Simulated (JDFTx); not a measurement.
**FeO: band-structure run**

- system: FeO (2 atoms in the cell)
- method: Kohn-Sham DFT of a periodic cell, LDA, PseudoDojo-SR-LDA-0.4.1-standard, spin-polarised (JDFTx 1.7.0 (patched build))

The structure derives from an entry of the Crystallography Open Database.

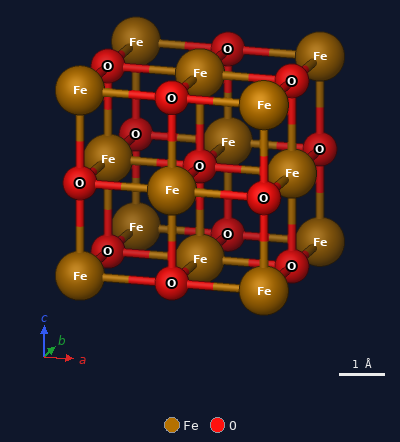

The structure as given in the input (ball-and-stick view of the cell 4 times as large as that of the calculation, set on its symmetry axes, seen slightly off an axis). Near neighbours in the crystal (not all of them lie inside the picture): Fe has 6 O at 2.16 Å; O has 6 Fe at 2.16 Å.

## Results in brief

```json
{"quantity": "outcome", "value": "converged"}
{"quantity": "space group (tolerance 0.01 Å)", "value": "Fm-3m (225)"}
{"quantity": "electrons treated", "value": "22"}
{"quantity": "Fermi energy", "value": "14.193 eV"}
{"quantity": "gap on the band path", "value": "0.00 eV"}
{"quantity": "hardware", "value": "1 thread of Intel Xeon (Sapphire Rapids), 64 GiB of memory available, shared host"}
{"quantity": "wall time", "value": "26 s"}
{"quantity": "peak memory", "value": "0.11 GiB"}
```

## Input file
```
include FeO.lattice
coords-type Lattice
include FeO.ionpos

ion-species pseudo/Fe.upf
ion-species pseudo/O.upf
elec-cutoff 45 360
elec-ex-corr lda-PW
elec-smearing Fermi 0.0018374661
elec-n-bands 19
spintype z-spin
initial-magnetic-moments Fe 3
elec-initial-magnetization 4.00018 yes
electronic-minimize nIterations 30 energyDiffThreshold 1e-06
davidson-band-ratio 1.3
forces-output-coords Cartesian
include path.kpoints
symmetries none
fix-electron-density run.$VAR

dump-name bands.$VAR
dump End Ecomponents EigStats BandEigs Kpoints Forces
```

## File FeO.lattice
```
lattice \
    0.0000000000     4.0731156890     4.0731156890 \
    4.0731156890     0.0000000000     4.0731156890 \
    4.0731156890     4.0731156890     0.0000000000
```

## File FeO.ionpos
```
ion Fe     0.0000000000     0.0000000000     0.0000000000 1
ion O      0.5000000000     0.5000000000     0.5000000000 1
```

## File path.kpoints
```
kpoint +0.0000000000 +0.0000000000 +0.0000000000 0.020000000000
kpoint +0.0714285714 +0.0000000000 +0.0714285714 0.020000000000
kpoint +0.1428571429 +0.0000000000 +0.1428571429 0.020000000000
kpoint +0.2142857143 +0.0000000000 +0.2142857143 0.020000000000
kpoint +0.2857142857 +0.0000000000 +0.2857142857 0.020000000000
kpoint +0.3571428571 +0.0000000000 +0.3571428571 0.020000000000
kpoint +0.4285714286 +0.0000000000 +0.4285714286 0.020000000000
kpoint +0.5000000000 +0.0000000000 +0.5000000000 0.020000000000
kpoint +0.5000000000 +0.0833333333 +0.5833333333 0.020000000000
kpoint +0.5000000000 +0.1666666667 +0.6666666667 0.020000000000
kpoint +0.5000000000 +0.2500000000 +0.7500000000 0.020000000000
kpoint +0.4375000000 +0.3125000000 +0.7500000000 0.020000000000
kpoint +0.3750000000 +0.3750000000 +0.7500000000 0.020000000000
kpoint +0.3281250000 +0.3281250000 +0.6562500000 0.020000000000
kpoint +0.2812500000 +0.2812500000 +0.5625000000 0.020000000000
kpoint +0.2343750000 +0.2343750000 +0.4687500000 0.020000000000
kpoint +0.1875000000 +0.1875000000 +0.3750000000 0.020000000000
kpoint +0.1406250000 +0.1406250000 +0.2812500000 0.020000000000
kpoint +0.0937500000 +0.0937500000 +0.1875000000 0.020000000000
kpoint +0.0468750000 +0.0468750000 +0.0937500000 0.020000000000
kpoint +0.0000000000 +0.0000000000 +0.0000000000 0.020000000000
kpoint +0.0833333333 +0.0833333333 +0.0833333333 0.020000000000
kpoint +0.1666666667 +0.1666666667 +0.1666666667 0.020000000000
kpoint +0.2500000000 +0.2500000000 +0.2500000000 0.020000000000
kpoint +0.3333333333 +0.3333333333 +0.3333333333 0.020000000000
kpoint +0.4166666667 +0.4166666667 +0.4166666667 0.020000000000
kpoint +0.5000000000 +0.5000000000 +0.5000000000 0.020000000000
kpoint +0.5250000000 +0.4500000000 +0.5250000000 0.020000000000
kpoint +0.5500000000 +0.4000000000 +0.5500000000 0.020000000000
kpoint +0.5750000000 +0.3500000000 +0.5750000000 0.020000000000
kpoint +0.6000000000 +0.3000000000 +0.6000000000 0.020000000000
kpoint +0.6250000000 +0.2500000000 +0.6250000000 0.020000000000
kpoint +0.5625000000 +0.2500000000 +0.6875000000 0.020000000000
kpoint +0.5000000000 +0.2500000000 +0.7500000000 0.020000000000
kpoint +0.5000000000 +0.2916666667 +0.7083333333 0.020000000000
kpoint +0.5000000000 +0.3333333333 +0.6666666667 0.020000000000
kpoint +0.5000000000 +0.3750000000 +0.6250000000 0.020000000000
kpoint +0.5000000000 +0.4166666667 +0.5833333333 0.020000000000
kpoint +0.5000000000 +0.4583333333 +0.5416666667 0.020000000000
kpoint +0.5000000000 +0.5000000000 +0.5000000000 0.020000000000
kpoint +0.4791666667 +0.4791666667 +0.5416666667 0.020000000000
kpoint +0.4583333333 +0.4583333333 +0.5833333333 0.020000000000
kpoint +0.4375000000 +0.4375000000 +0.6250000000 0.020000000000
kpoint +0.4166666667 +0.4166666667 +0.6666666667 0.020000000000
kpoint +0.3958333333 +0.3958333333 +0.7083333333 0.020000000000
kpoint +0.3750000000 +0.3750000000 +0.7500000000 0.020000000000
kpoint +0.6250000000 +0.2500000000 +0.6250000000 0.020000000000
kpoint +0.5833333333 +0.1666666667 +0.5833333333 0.020000000000
kpoint +0.5416666667 +0.0833333333 +0.5416666667 0.020000000000
kpoint +0.5000000000 +0.0000000000 +0.5000000000 0.020000000000
```

Launched with:
```bash
jdftx -c 1 -i bands.in -o bands.out
```

## The program's output
```
*************** JDFTx 1.7.0 (patched build) ***************

Input parsed successfully to the following command list (including defaults):
[... the input with its defaults ...]

---------- Initializing the Grid ----------
R =
[            0      4.07312      4.07312  ]
[      4.07312            0      4.07312  ]
[      4.07312      4.07312            0  ]
unit cell volume = 135.148
G =
[    -0.7713     0.7713     0.7713  ]
[     0.7713    -0.7713     0.7713  ]
[     0.7713     0.7713    -0.7713  ]
Minimum fftbox size, Smin = [  52  52  52  ]
Chosen fftbox size, S = [  54  54  54  ]

---------- Initializing tighter grid for wavefunction operations ----------
R =
[            0      4.07312      4.07312  ]
[      4.07312            0      4.07312  ]
[      4.07312      4.07312            0  ]
unit cell volume = 135.148
G =
[    -0.7713     0.7713     0.7713  ]
[     0.7713    -0.7713     0.7713  ]
[     0.7713     0.7713    -0.7713  ]
Minimum fftbox size, Smin = [  36  36  36  ]
Chosen fftbox size, S = [  36  36  36  ]

---------- Exchange Correlation functional ----------
Initalized Slater LDA exchange.
Initalized Perdew-Wang LDA correlation.

---------- Setting up pseudopotentials ----------
Width of ionic core gaussian charges (only for fluid interactions / plotting) set to 0

Reading pseudopotential file 'pseudo/Fe.upf':
  'Fe' pseudopotential, 'SLA  PW   NOGX NOGC' functional
  Generated using ONCVPSP code by D. R. Hamann
  16 valence electrons, 4 orbitals, 6 projectors, 1001 radial grid points, with lMax = 2
    3S    l: 0   occupation:  2.0   eigenvalue: -3.436600
    3P    l: 1   occupation:  6.0   eigenvalue: -2.202387
    3D    l: 2   occupation:  6.0   eigenvalue: -0.284902
    4S    l: 0   occupation:  2.0   eigenvalue: -0.201464
  Core radius for overlap checks: 1.56 bohrs.

Reading pseudopotential file 'pseudo/O.upf':
  'O' pseudopotential, 'SLA  PW   NOGX NOGC' functional
  Generated using ONCVPSP code by D. R. Hamann
  6 valence electrons, 2 orbitals, 5 projectors, 926 radial grid points, with lMax = 2
    2S    l: 0   occupation:  2.0   eigenvalue: -0.872925
    2P    l: 1   occupation:  4.0   eigenvalue: -0.338004
  Core radius for overlap checks: 1.39 bohrs.

Initialized 2 species with 2 total atoms.

Folded 50 k-points by 1x1x1 to 50 k-points.

---------- Setting up k-points, bands, fillings ----------
No reducable k-points.
Computing the number of bands and number of electrons
Calculating initial fillings.
nElectrons:  22.000000   nBands: 19   nStates: 100

----- Setting up reduced wavefunction bases (one per k-point) -----
average nbasis = 1948.040 , ideal nbasis = 1948.601

---------- Setting up ewald sum ----------
Optimum gaussian width for ewald sums = 1.849939 bohr.
Real space sum over 1331 unit cells with max indices [  5  5  5  ]
Reciprocal space sum over 2197 terms with max indices [  6  6  6  ]

---------- Allocating electronic variables ----------
Reading n_up from file 'run.n_up' ... done
Reading n_dn from file 'run.n_dn' ... done
Initializing wave functions:  linear combination of atomic orbitals
Note: number of bands (19) exceeds available atomic orbitals (14)

----------- Band structure minimization -------------
Minimization will be done independently for each quantum number.

---- Minimization of quantum number:     0  [ +0.0000000 +0.0000000 +0.0000000 ]  0.020000000  spin +1 ----
BandDavidson: Iter:   0  Eband: +0.052639137390843
BandDavidson: Iter:   1  Eband: +0.041511419265622  dEband: -1.112772e-02
BandDavidson: Iter:   2  Eband: +0.037827303822948  dEband: -3.684115e-03
BandDavidson: Iter:   3  Eband: +0.036545954980594  dEband: -1.281349e-03
[... 1122 lines of inner loops ...]
BandDavidson: Iter:   5  Eband: +0.059533112508271  dEband: -2.800328e-06
BandDavidson: Iter:   6  Eband: +0.059532488965274  dEband: -6.235430e-07
BandDavidson: Converged (dEband<1.000000e-06)
	FillingsUpdate:  mu: +0.517636087  nElectrons: 22.000000  magneticMoment: [ Abs: 4.00652  Tot: +4.00017 ]
WARNING: these k-points are no uniform mesh, so that mu and the fillings of partly filled bands are only those of these points: take mu from the calculation that made the density or potential.

Dumping 'bands.eigStats' ...
	eMin: -2.746787 at state 0 ( [ +0.000000 +0.000000 +0.000000 ] spin 1 )
	HOMO: +0.516753 at state 79 ( [ -0.425000 +0.350000 -0.425000 ] spin -1 )
	mu  : +0.517636
	LUMO: +0.520244 at state 60 ( [ +0.500000 +0.250000 -0.250000 ] spin -1 )
	eMax: +1.509236 at state 98 ( [ -0.458333 +0.083333 -0.458333 ] spin -1 )
	HOMO-LUMO gap: +0.003491
	Optical gap  : +0.007794 at state 66 ( [ +0.187500 +0.187500 +0.375000 ] spin -1 )
Done!
```
